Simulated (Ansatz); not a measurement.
# Geometry relaxation of Ta5As4 (part 1 of 2)

- system: Ta5As4 (I4/m, 9 atoms in the cell)
- method: DFT r2SCAN, scalar-relativistic, plane waves, PAW, no spin polarisation (Ansatz 0.2.0)

The structure derives from an entry of the Crystallography Open Database. Figures and captions count atoms from 1; the log counts them from 0 in places.

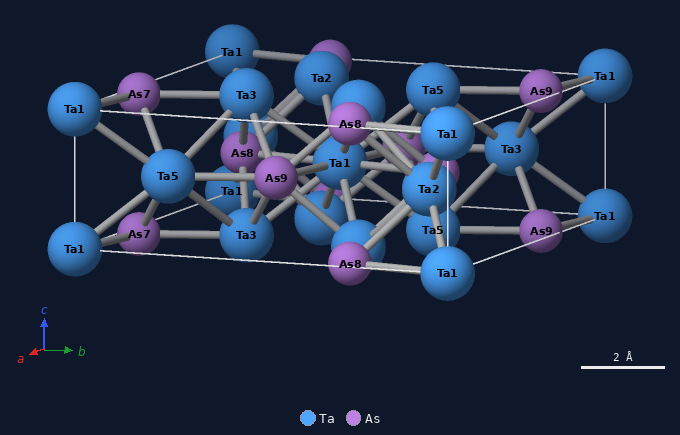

**Figure 1.** The structure as given in the input (ball-and-stick view of the cell 2 times as large as that of the calculation, set on its symmetry axes, seen slightly off an axis; atoms are numbered from 1 in the order of the input). An atom can appear more than once, as a periodic image.

## Input file
```yaml
crystal:
  lattice:
    - [-4.89875, 4.89875, 1.7148]
    - [4.89875, -4.89875, 1.7148]
    - [4.89875, 4.89875, -1.7148]
  atoms:
    - { symbol: Ta, position: [0.0, 0.0, 0.0] }
    - { symbol: Ta, position: [0.6318, 0.305, 0.9368] }
    - { symbol: Ta, position: [0.695, 0.6318, 0.3268] }
    - { symbol: Ta, position: [0.3682, 0.695, 0.0632] }
    - { symbol: Ta, position: [0.305, 0.3682, 0.6732] }
    - { symbol: As, position: [0.716, 0.0518, 0.7678] }
    - { symbol: As, position: [0.9482, 0.716, 0.6642] }
    - { symbol: As, position: [0.284, 0.9482, 0.2322] }
    - { symbol: As, position: [0.0518, 0.284, 0.3358] }
basis:
  ecutwfc: 500
kpoints:
  mp_grid: { grid: [12, 12, 12] }
hamiltonian:
  xc: r2scan
scf:
  occupations: { method: gaussian, width: 0.1 }
output:
  forces: true
  stress: true
  eigenvalues: true
  write_density: true
  write_potential: true
  elf: true
  volumetric_format: npy
relax:
  adjacent_minimum: "off"
  f_tol: 0.005
  max_steps: 80
  cell: { stress_tol: 0.05 }
```

Run on 2 threads of Arm Neoverse V2, 24 GiB of memory available, shared host.

Launched with:
```bash
ansatz run input.yaml --threads 2 --pin off --max-ram 5120MiB --backend cpu --events-out ev --progress --plain --runs-dir out
```

## What the program printed
```
basis.fft_grid_basis auto: the FFT boxes are laid along the combinations [[1, 1, 0], [0, 1, 0], [0, 0, 1]] of the cell's own vectors, 3.430, 7.137 and 7.137 Å long. The dense box has 27×54×54 points. Along the cell's own vectors, as sized, it would have 54×54×54, 2.00 times as many. Of the 8 symmetry operations that the crystal satisfies within crystal.symmetry.tolerance (time reversal apart; of a slab, those that keep its plane) the dense box along the cell's own vectors carries 8, and the one as laid loses 6 of those. basis.fft_grid_basis: typed keeps the cell's own vectors: state it where this run's energies or levels are differenced outside the engine with another run's, or held beside a run that keeps those vectors. Those combinations have planes normal to reciprocal vector 3, as the cell's own vectors have. Each planar average written beside output.write_density, output.write_potential has a row for each plane of the box: 54. The volumetric files lie along those combinations, not along the cell's own vectors: a cube or XSF file states them, and fields.json those of NumPy files.
Engine: ansatz 0.2.0, aarch64-unknown-linux-gnu
Pseudopotentials: kind: paw
Pseudopotential: Ta, paw, valence charge 13, recommended cutoff 500 eV (meta_gga), Ta.paw.azcp
Pseudopotential: As, paw, valence charge 15, recommended cutoff 500 eV (meta_gga), As.paw.azcp
Functional definition: r2SCAN
  parameter k0 = 0.174
  parameter k1 = 0.065
  parameter a1 = 4.9479
  exchange = r2scan_x(k0 = k0, k1 = k1, a1 = a1)
  correlation = r2scan_c
Crystal: 9 atoms, lattice volume = 164.605 Å³
Basis set: ecut = 500 eV, 4143 PW (Γ), FFT grids on a1+a2, a2, a3, exchange–correlation on 108×216×216 points (64 copies of the dense FFT grid, shifted against one another)
Bands: 75, of which v1, the nominal top of the filled ones, is band 63 counted from 1 (62 counted from 0)
Symmetry: 8 space group operations
Space group: I4/m (ITA 87), of the structure as read, at distance tolerance 5.5e-5 Å
k-points: 242 of 1728
Non-local potential: Ta, projectors of the file, l = 0: 3, l = 1: 2, l = 2: 2, l = 3: 1
Non-local potential: As, projectors of the file, l = 0: 2, l = 1: 2, l = 2: 3, l = 3: 1
PAW form: soft (Blöchl's): semilocal exchange-correlation on the pseudo side does not see the compensation charge
PAW frozen core: Ta, regenerated for the run's functional (the file was generated under x = pbe(κ = 0.804, μ = 0.2195149727645171), c = pbe(β = 0.06672455060314922))
PAW frozen core: As, regenerated for the run's functional (the file was generated under x = pbe(κ = 0.804, μ = 0.2195149727645171), c = pbe(β = 0.06672455060314922))
PAW one-centre angular grid: Ta, 590 points (default); XC on 160 Gauss nodes
PAW one-centre angular grid: As, 590 points (default); XC on 160 Gauss nodes
Initial density: superposition of atomic densities (neutral atoms: chi_scale 0, normalization atom), corrected by the library's trained network
Initial wavefunctions: pseudopotential atomic-orbital guess
Functional: x = r2scan, c = r2scan; τ floored in thin density (d = 2e-4 eV/Å³)
SCF iter   1: F=—  HF=-69185.132695 eV  |F-HF|=—  |Δ(HF+E_count)|=         —  Δρ=5.48e-3  dr2=3.29e-2  dr2_τ=1.07e-1  ethr=1.77e-3  ⟨swp⟩=6.1  Hψ=67508  notcnv=0  defer=6
preconditioner: auto → LDOS  [metal: Δε(μ)=0.003 eV  Ē_g=7.346 eV  σ=0.100 eV  W_gap=0.01  n_scr=48 (ndim 8)  ℏωp=19.4 eV  f_vac=0.026  D(μ)=2.56/eV (n_scr^D=8)  β→1.0]
SCF iter   2: F=—  HF=-69185.295503 eV  |F-HF|=—  |Δ(HF+E_count)|=   1.63e-1  Δρ=2.13e-3  dr2=1.48e-2  dr2_τ=5.40e-4  ethr=2.63e-5  ⟨swp⟩=2.0  Hψ=37735  notcnv=0  defer=1418
SCF iter   3: F=—  HF=-69185.283534 eV  |F-HF|=—  |Δ(HF+E_count)|=   1.20e-2  Δρ=1.06e-3  dr2=2.58e-3  dr2_τ=4.71e-5  ethr=1.18e-5  ⟨swp⟩=2.0  Hψ=30691  notcnv=0  defer=1418
SCF iter   4: F=—  HF=-69185.283850 eV  |F-HF|=—  |Δ(HF+E_count)|=   3.16e-4  Δρ=2.63e-4  dr2=3.88e-4  dr2_τ=4.06e-5  ethr=2.06e-6  ⟨swp⟩=2.0  Hψ=22223  notcnv=0  defer=1418
SCF iter   5: F=—  HF=-69185.283758 eV  |F-HF|=—  |Δ(HF+E_count)|=   9.25e-5  Δρ=8.08e-5  dr2=1.64e-5  dr2_τ=1.18e-6  ethr=3.10e-7  ⟨swp⟩=2.0  Hψ=30682  notcnv=0  defer=1418
SCF iter   6: F=—  HF=-69185.283927 eV  |F-HF|=—  |Δ(HF+E_count)|=   1.69e-4  Δρ=2.63e-5  dr2=2.27e-6  dr2_τ=2.72e-7  ethr=1.31e-8  ⟨swp⟩=2.0  Hψ=22290  notcnv=0  defer=1418
SCF iter   7: F=—  HF=-69185.283927 eV  |F-HF|=—  |Δ(HF+E_count)|=   4.78e-7  Δρ=9.41e-6  dr2=1.76e-7  dr2_τ=1.67e-8  ethr=1.82e-9  ⟨swp⟩=2.0  Hψ=21260  notcnv=0  defer=1418
SCF iter   8: F=-69185.283927 eV  HF=-69185.283927 eV  |F-HF|=1.71e-8  |Δ(HF+E_count)|=   1.22e-7  Δρ=2.91e-6  dr2=1.11e-8  dr2_τ=1.15e-9  ethr=8.00e-11  ⟨swp⟩=15.0  Hψ=129734  notcnv=0
SCF 1 converged in 8 iterations: F = -69185.283927 eV  dr2 = 1.11e-8
  greatest PAW one-centre occupation: 0.999 electrons in one spin orbital (limit 2), on the As atom at site 7 (counted from 0), in its partial waves of l = 2
relax step   1: F+E_penalty+E_count = -69185.28392726 eV  Δ(F+E_penalty+E_count) = +0.000e0 eV  max|allowed force component| = 8.755e-2 eV/Å  Δτ_max = 0.0000 Å  P = +1.663 GPa  Ω = 164.605 Å³  (8 SCF iters, dr2 threshold 1.00e-7 eV, accepted)
Crystal: 9 atoms, lattice volume = 171.710 Å³
Basis set: ecut = 500 eV, 4331 PW (Γ), FFT grids on a1+a2, a2, a3, exchange–correlation on 108×216×216 points (64 copies of the dense FFT grid, shifted against one another)
Initial density: handed on by an earlier stage of this run
Initial wavefunctions: those handed on with the density
iter 1 solved again at ethr=2.95e-4 eV; its pass at ethr=3.10e-3 eV (dr2=3.69e-1 eV) is discarded
SCF iter   1: F=—  HF=-69184.958610 eV  |F-HF|=—  |Δ(HF+E_count)|=         —  Δρ=7.70e-3  dr2=3.69e-1  dr2_τ=4.51e-1  ethr=2.95e-4  ⟨swp⟩=1.0  Hψ=96024  notcnv=0
preconditioner: auto → LDOS  [metal: Δε(μ)=0.002 eV  Ē_g=7.215 eV  σ=0.100 eV  W_gap=0.01  n_scr=48 (ndim 8)  ℏωp=19.0 eV  f_vac=0.040  D(μ)=2.92/eV (n_scr^D=8)  β→1.0]
SCF iter   2: F=—  HF=-69185.310934 eV  |F-HF|=—  |Δ(HF+E_count)|=   3.52e-1  Δρ=7.47e-3  dr2=4.14e-1  dr2_τ=1.09e-2  ethr=2.95e-4  ⟨swp⟩=4.5  Hψ=44251  notcnv=0  defer=13
SCF iter   3: F=—  HF=-69185.224976 eV  |F-HF|=—  |Δ(HF+E_count)|=   8.60e-2  Δρ=1.17e-3  dr2=2.95e-3  dr2_τ=7.86e-5  ethr=2.95e-4  ⟨swp⟩=2.0  Hψ=26610  notcnv=0  defer=1186
SCF iter   4: F=—  HF=-69185.225116 eV  |F-HF|=—  |Δ(HF+E_count)|=   1.39e-4  Δρ=3.88e-4  dr2=8.91e-4  dr2_τ=3.51e-5  ethr=2.36e-6  ⟨swp⟩=2.2  Hψ=27265  notcnv=0  defer=1186
SCF iter   5: F=—  HF=-69185.225190 eV  |F-HF|=—  |Δ(HF+E_count)|=   7.47e-5  Δρ=9.11e-5  dr2=3.49e-5  dr2_τ=4.92e-6  ethr=7.13e-7  ⟨swp⟩=2.0  Hψ=22473  notcnv=0  defer=1218
SCF iter   6: F=—  HF=-69185.225190 eV  |F-HF|=—  |Δ(HF+E_count)|=   5.40e-7  Δρ=3.06e-5  dr2=1.77e-6  dr2_τ=2.23e-7  ethr=2.79e-8  ⟨swp⟩=2.1  Hψ=22676  notcnv=0  defer=1218
SCF iter   7: F=-69185.225191 eV  HF=-69185.225191 eV  |F-HF|=5.91e-8  |Δ(HF+E_count)|=   8.38e-7  Δρ=8.64e-6  dr2=1.13e-7  dr2_τ=2.34e-8  ethr=7.20e-10  ⟨swp⟩=16.4  Hψ=162725  notcnv=0
SCF 2 converged in 7 iterations: F = -69185.225191 eV  dr2 = 1.13e-7
  Residual-converged pass: ⟨swp⟩=1.0  Hψ=19124  notcnv=0  max |occ|·‖R‖ = 7.1e-9 eV (tolerance 1.0e-8 eV)  dr2=1.13e-7  dr2_τ=2.34e-8  dr2_onsite=2.13e-8  max |Δocc| = 7.9e-11
  greatest PAW one-centre occupation: 0.999 electrons in one spin orbital (limit 2), on the As atom at site 8 (counted from 0), in its partial waves of l = 2
relax step   2: F+E_penalty+E_count = -69185.22519073 eV  Δ(F+E_penalty+E_count) = +5.874e-2 eV  max|allowed force component| = 1.324e-1 eV/Å  Δτ_max = 0.0605 Å  P = -3.335 GPa  Ω = 171.710 Å³  energy of the carried Pulay correction = -1.866e-3 eV  (7 SCF iters, dr2 threshold 9.00e-7 eV, rejected (line search))
Crystal: 9 atoms, lattice volume = 166.761 Å³
Basis set: ecut = 500 eV, 4207 PW (Γ), FFT grids on a1+a2, a2, a3, exchange–correlation on 108×216×216 points (64 copies of the dense FFT grid, shifted against one another)
iter 1 solved again at ethr=1.59e-4 eV; its pass at ethr=3.10e-3 eV (dr2=1.99e-1 eV) is discarded
SCF iter   1: F=—  HF=-69185.172700 eV  |F-HF|=—  |Δ(HF+E_count)|=         —  Δρ=5.61e-3  dr2=1.98e-1  dr2_τ=2.49e-1  ethr=1.59e-4  ⟨swp⟩=1.0  Hψ=100095  notcnv=0
preconditioner: auto → LDOS  [metal: Δε(μ)=0.004 eV  Ē_g=7.251 eV  σ=0.100 eV  W_gap=0.02  n_scr=48 (ndim 8)  ℏωp=19.3 eV  f_vac=0.026  D(μ)=2.60/eV (n_scr^D=8)  β→1.0]
SCF iter   2: F=—  HF=-69185.346458 eV  |F-HF|=—  |Δ(HF+E_count)|=   1.74e-1  Δρ=5.57e-3  dr2=2.54e-1  dr2_τ=6.19e-3  ethr=1.59e-4  ⟨swp⟩=4.2  Hψ=43810  notcnv=0  defer=3
SCF iter   3: F=—  HF=-69185.295767 eV  |F-HF|=—  |Δ(HF+E_count)|=   5.07e-2  Δρ=1.08e-3  dr2=4.41e-3  dr2_τ=5.60e-5  ethr=1.59e-4  ⟨swp⟩=2.0  Hψ=25834  notcnv=0  defer=265
SCF iter   4: F=—  HF=-69185.295299 eV  |F-HF|=—  |Δ(HF+E_count)|=   4.68e-4  Δρ=2.98e-4  dr2=4.31e-4  dr2_τ=2.20e-5  ethr=3.53e-6  ⟨swp⟩=2.0  Hψ=24666  notcnv=0  defer=265
SCF iter   5: F=—  HF=-69185.295269 eV  |F-HF|=—  |Δ(HF+E_count)|=   3.04e-5  Δρ=8.55e-5  dr2=4.60e-5  dr2_τ=4.21e-6  ethr=3.45e-7  ⟨swp⟩=2.0  Hψ=23930  notcnv=0  defer=265
SCF iter   6: F=—  HF=-69185.295264 eV  |F-HF|=—  |Δ(HF+E_count)|=   4.94e-6  Δρ=2.23e-5  dr2=1.13e-6  dr2_τ=1.11e-7  ethr=3.68e-8  ⟨swp⟩=2.0  Hψ=21537  notcnv=0  defer=265
SCF iter   7: F=—  HF=-69185.295446 eV  |F-HF|=—  |Δ(HF+E_count)|=   1.82e-4  Δρ=6.05e-6  dr2=7.03e-8  dr2_τ=1.47e-8  ethr=9.02e-10  ⟨swp⟩=2.0  Hψ=23884  notcnv=0  defer=277
SCF iter   8: F=—  HF=-69185.295446 eV  |F-HF|=—  |Δ(HF+E_count)|=   4.35e-8  Δρ=1.32e-6  dr2=2.43e-9  dr2_τ=5.23e-10  ethr=5.62e-11  ⟨swp⟩=2.0  Hψ=25503  notcnv=0  defer=277
SCF iter   9: F=—  HF=-69185.295446 eV  |F-HF|=—  |Δ(HF+E_count)|=   2.85e-9  Δρ=3.67e-7  dr2=1.66e-10  dr2_τ=2.79e-11  ethr=1.94e-12  ⟨swp⟩=2.0  Hψ=31051  notcnv=0  defer=277
SCF iter  10: F=-69185.295446 eV  HF=-69185.295446 eV  |F-HF|=8.73e-11  |Δ(HF+E_count)|=  1.89e-10  Δρ=1.02e-7  dr2=1.53e-11  dr2_τ=7.54e-13  ethr=1.00e-12  ⟨swp⟩=11.5  Hψ=103340  notcnv=0
SCF 3 converged in 10 iterations: F = -69185.295446 eV  dr2 = 1.53e-11
relax step   3: F+E_penalty+E_count = -69185.29544634 eV  Δ(F+E_penalty+E_count) = -1.152e-2 eV  max|allowed force component| = 3.447e-2 eV/Å  Δτ_max = 0.0166 Å  P = -0.016 GPa  Ω = 166.761 Å³  energy of the carried Pulay correction = -5.748e-4 eV  (10 SCF iters, accepted)
Crystal: 9 atoms, lattice volume = 166.687 Å³
iter 1 solved again at ethr=2.97e-7 eV; its pass at ethr=3.10e-3 eV (dr2=3.71e-4 eV) is discarded
SCF iter   1: F=—  HF=-69185.294888 eV  |F-HF|=—  |Δ(HF+E_count)|=         —  Δρ=2.91e-4  dr2=3.48e-4  dr2_τ=1.62e-3  ethr=2.97e-7  ⟨swp⟩=2.0  Hψ=68477  notcnv=0
preconditioner: auto → LDOS  [metal: Δε(μ)=0.005 eV  Ē_g=7.283 eV  σ=0.100 eV  W_gap=0.03  n_scr=48 (ndim 8)  ℏωp=19.3 eV  f_vac=0.029  D(μ)=2.59/eV (n_scr^D=8)  β→1.0]
SCF iter   2: F=—  HF=-69185.295627 eV  |F-HF|=—  |Δ(HF+E_count)|=   7.39e-4  Δρ=2.84e-4  dr2=4.63e-4  dr2_τ=1.80e-5  ethr=2.78e-7  ⟨swp⟩=2.8  Hψ=38654  notcnv=0
SCF iter   3: F=—  HF=-69185.295518 eV  |F-HF|=—  |Δ(HF+E_count)|=   1.09e-4  Δρ=5.95e-5  dr2=9.22e-6  dr2_τ=2.57e-7  ethr=2.78e-7  ⟨swp⟩=2.0  Hψ=23027  notcnv=0
SCF iter   4: F=—  HF=-69185.295690 eV  |F-HF|=—  |Δ(HF+E_count)|=   1.72e-4  Δρ=2.08e-5  dr2=2.79e-6  dr2_τ=2.42e-7  ethr=7.38e-9  ⟨swp⟩=2.0  Hψ=27264  notcnv=0
SCF iter   5: F=-69185.295690 eV  HF=-69185.295690 eV  |F-HF|=3.98e-8  |Δ(HF+E_count)|=   4.12e-7  Δρ=4.00e-6  dr2=6.29e-8  dr2_τ=4.24e-9  ethr=5.94e-11  ⟨swp⟩=9.1  Hψ=135233  notcnv=0
SCF 4 converged in 5 iterations: F = -69185.295690 eV  dr2 = 6.29e-8
relax step   4: F+E_penalty+E_count = -69185.29568955 eV  Δ(F+E_penalty+E_count) = -2.432e-4 eV  max|allowed force component| = 1.350e-2 eV/Å  Δτ_max = 0.0023 Å  P = +0.007 GPa  Ω = 166.687 Å³  energy of the carried Pulay correction = -5.551e-4 eV  (5 SCF iters, dr2 threshold 7.43e-8 eV, accepted)
Crystal: 9 atoms, lattice volume = 166.688 Å³
iter 1 solved again at ethr=9.13e-8 eV; its pass at ethr=3.10e-3 eV (dr2=1.14e-4 eV) is discarded
SCF iter   1: F=—  HF=-69185.295312 eV  |F-HF|=—  |Δ(HF+E_count)|=         —  Δρ=1.64e-4  dr2=1.08e-4  dr2_τ=6.24e-4  ethr=9.13e-8  ⟨swp⟩=2.0  Hψ=68737  notcnv=0
preconditioner: auto → LDOS  [metal: Δε(μ)=0.002 eV  Ē_g=7.283 eV  σ=0.100 eV  W_gap=0.01  n_scr=48 (ndim 8)  ℏωp=19.3 eV  f_vac=0.029  D(μ)=2.58/eV (n_scr^D=8)  β→1.0]
SCF iter   2: F=—  HF=-69185.295584 eV  |F-HF|=—  |Δ(HF+E_count)|=   2.71e-4  Δρ=1.59e-4  dr2=1.55e-4  dr2_τ=5.49e-6  ethr=8.66e-8  ⟨swp⟩=2.7  Hψ=38337  notcnv=0
SCF iter   3: F=—  HF=-69185.295548 eV  |F-HF|=—  |Δ(HF+E_count)|=   3.54e-5  Δρ=3.19e-5  dr2=1.63e-6  dr2_τ=9.58e-8  ethr=8.66e-8  ⟨swp⟩=2.0  Hψ=25494  notcnv=0
SCF iter   4: F=—  HF=-69185.295725 eV  |F-HF|=—  |Δ(HF+E_count)|=   1.77e-4  Δρ=1.15e-5  dr2=3.49e-7  dr2_τ=5.02e-8  ethr=1.30e-9  ⟨swp⟩=2.0  Hψ=27316  notcnv=0
SCF iter   5: F=—  HF=-69185.295725 eV  |F-HF|=—  |Δ(HF+E_count)|=   2.53e-9  Δρ=2.55e-6  dr2=3.71e-8  dr2_τ=1.93e-9  ethr=2.80e-10  ⟨swp⟩=2.6  Hψ=30080  notcnv=0
SCF iter   6: F=-69185.295725 eV  HF=-69185.295725 eV  |F-HF|=2.62e-10  |Δ(HF+E_count)|=   3.54e-9  Δρ=7.75e-7  dr2=1.23e-9  dr2_τ=1.41e-10  ethr=9.12e-12  ⟨swp⟩=8.9  Hψ=106570  notcnv=0
SCF 5 converged in 6 iterations: F = -69185.295725 eV  dr2 = 1.23e-9
relax step   5: F+E_penalty+E_count = -69185.29572532 eV  Δ(F+E_penalty+E_count) = -3.577e-5 eV  max|allowed force component| = 1.302e-3 eV/Å  Δτ_max = 0.0014 Å  P = +0.004 GPa  Ω = 166.688 Å³  energy of the carried Pulay correction = -5.553e-4 eV  (6 SCF iters, dr2 threshold 1.14e-8 eV, accepted)
Initial wavefunctions: pseudopotential atomic-orbital guess (no wavefunctions were taken with the density)
iter 1 solved again at ethr=1.70e-8 eV; its pass at ethr=3.10e-3 eV (dr2=2.12e-5 eV) is discarded
SCF iter   1: F=—  HF=-69185.296069 eV  |F-HF|=—  |Δ(HF+E_count)|=         —  Δρ=6.74e-5  dr2=2.18e-7  dr2_τ=1.08e-6  ethr=1.70e-8  ⟨swp⟩=4.6  Hψ=126556  notcnv=0
preconditioner: auto → LDOS  [metal: Δε(μ)=0.006 eV  Ē_g=7.283 eV  σ=0.100 eV  W_gap=0.04  n_scr=48 (ndim 8)  ℏωp=19.3 eV  f_vac=0.029  D(μ)=2.58/eV (n_scr^D=8)  β→1.0]
SCF iter   2: F=—  HF=-69185.296292 eV  |F-HF|=—  |Δ(HF+E_count)|=   2.23e-4  Δρ=1.69e-6  dr2=6.41e-9  dr2_τ=5.06e-10  ethr=1.74e-10  ⟨swp⟩=2.3  Hψ=32215  notcnv=0
SCF iter   3: F=—  HF=-69185.296292 eV  |F-HF|=—  |Δ(HF+E_count)|=   2.15e-9  Δρ=1.07e-6  dr2=7.70e-9  dr2_τ=1.22e-10  ethr=5.13e-12  ⟨swp⟩=2.8  Hψ=32998  notcnv=0
SCF iter   4: F=—  HF=-69185.296292 eV  |F-HF|=—  |Δ(HF+E_count)|=   2.31e-9  Δρ=4.25e-7  dr2=4.20e-10  dr2_τ=3.35e-11  ethr=5.13e-12  ⟨swp⟩=2.0  Hψ=32080  notcnv=0
SCF iter   5: F=-69185.296292 eV  HF=-69185.296292 eV  |F-HF|=5.82e-11  |Δ(HF+E_count)|=  4.80e-10  Δρ=1.29e-7  dr2=5.36e-11  dr2_τ=9.55e-13  ethr=1.00e-12  ⟨swp⟩=8.9  Hψ=96820  notcnv=0
SCF 6 converged in 5 iterations: F = -69185.296292 eV  dr2 = 5.36e-11
relax step   6: F+E_penalty+E_count = -69185.29629201 eV  Δ(F+E_penalty+E_count) = -5.667e-4 eV  max|allowed force component| = 1.293e-3 eV/Å  Δτ_max = 0.0000 Å  P = +0.005 GPa  Ω = 166.688 Å³  stress off target by 1.00e-2 GPa  SCF on the basis re-selected at this cell (its energy is not comparable with the rows above)  (5 SCF iters)
```

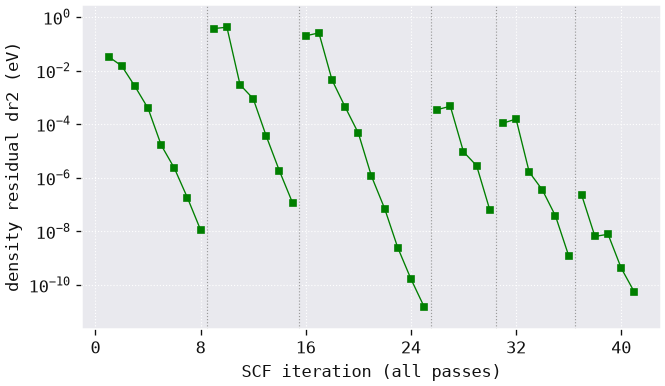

**Figure 2.** Convergence of the self-consistent field: density residual dr2 against the SCF iteration. The dotted lines part the SCF passes of the relaxation: geometry steps, rejected trials and re-solves on a re-selected basis. The 6 passes take 5 to 10 iterations each, 41 in all.

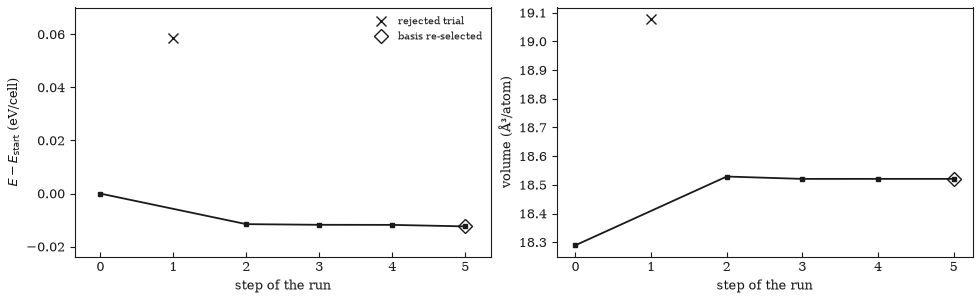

**Figure 3.** Progress of the relaxation, step by step (the first geometry is step 0 here and step 1 in the log).
